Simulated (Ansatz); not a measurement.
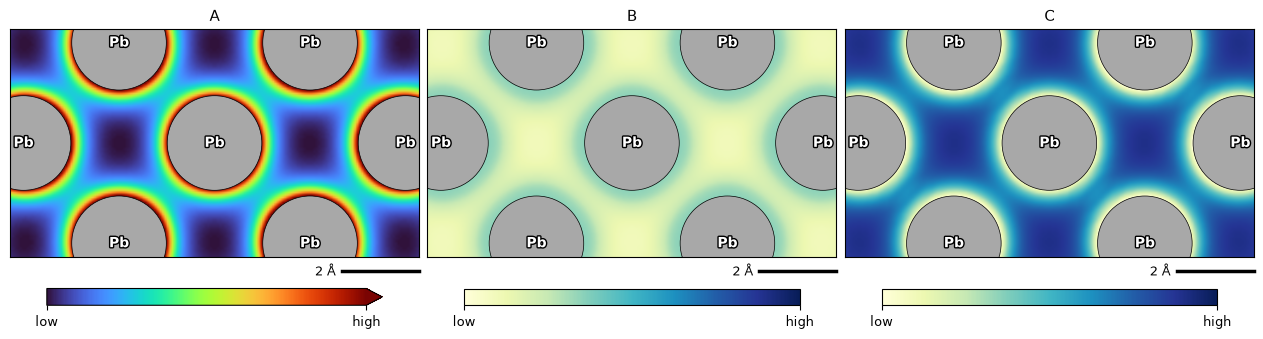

Pb: 3 fields on the (110) plane of the conventional cell, with unlabelled colour scales. Grey discs cover the atomic cores.

Space group I4/mmm; changed on purpose from its base cell (strain +0.050 along x and y, +0.000 along z, atoms carried along).

Computed with DFT PBE, scalar-relativistic, plane waves, PAW in Ansatz 0.2.0.

```cif
data_structure
_symmetry_space_group_name_H-M 'P 1'
_symmetry_Int_Tables_number 1
_cell_length_a 3.6675
_cell_length_b 3.6675
_cell_length_c 4.9396
_cell_angle_alpha 90.000
_cell_angle_beta 90.000
_cell_angle_gamma 90.000
_cell_volume 66.44
loop_
_atom_site_label
_atom_site_type_symbol
_atom_site_fract_x
_atom_site_fract_y
_atom_site_fract_z
_atom_site_occupancy
Pb1 Pb 0.00000 0.00000 0.00000 1
Pb2 Pb 0.50000 0.50000 0.50000 1
```

**Which field does each panel show? The fields are: electron localisation function, electrostatic potential energy of an electron and valence pseudo-density.**

Panel A: valence pseudo-density. Panel B: electron localisation function. Panel C: electrostatic potential energy of an electron (low next to the atoms, rising into the space between them). From the grid: Pb–Pb (3.58 Å): ρ is about 0.11 e/Å³ halfway; the ELF is about 0.20 at the midpoint: no localised pair shows between them.
